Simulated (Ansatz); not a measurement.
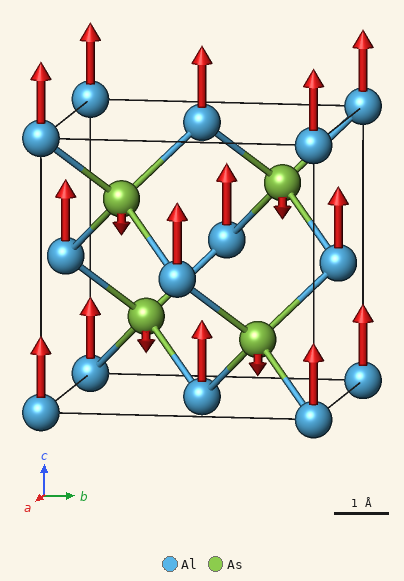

The lowest optical mode of crystalline AlAs relaxed at 30 GPa, space group F-43m (No. 216), at the zone centre. The red arrows give the relative displacements of the atoms. A ball-and-stick model of the conventional cell (4 times the calculation's cell), seen slightly off an axis. Lengths and directions refer to the drawn axes.

Computed with Ansatz 0.2.0, DFT LDA, scalar-relativistic, plane waves, PAW.

Input file:
```yaml
crystal:
  lattice:
    - [0.0, 2.5973109234, 2.5973109234]
    - [2.5973109234, 0.0, 2.5973109234]
    - [2.5973109234, 2.5973109234, 0.0]
  atoms:
    - { symbol: Al, position: [0.0, 0.0, 0.0] }
    - { symbol: As, position: [0.75, 0.75, 0.75] }
basis:
  ecutwfc: 420
kpoints:
  mp_grid: { grid: [10, 10, 10] }
hamiltonian:
  xc: lda
scf:
  occupations: { method: fixed }
output:
  eigenvalues: true
phonons:
  method: dfpt
  dielectric: true
  rigid_motions: translations
  eigenvectors: true
```

Launched with:
```bash
ansatz run input.yaml --threads 1 --pin off --max-ram 3072MiB --backend cpu --events-out ev --progress --plain --runs-dir out
```

Frequencies are those without the non-analytic (LO–TO) term.

**Is this crystal at a minimum with respect to the drawn distortion?**

Yes: this softest mode has a real frequency, and so have all others here. That speaks for this wave vector alone: the rest of the zone wasn't checked in this run. This is the T₂ mode (triply degenerate; one member of the set is drawn) at 471 cm⁻¹, the only optical level, infrared- and Raman-active by symmetry. The Al sublattice moves against the As sublattice, along c; the kinetic energy is shared as Al 74 %, As 26 %. Its infrared intensity is 14 (D/Å)²/amu for the set. The value is the transverse one; the longitudinal partner lies at 504 cm⁻¹.
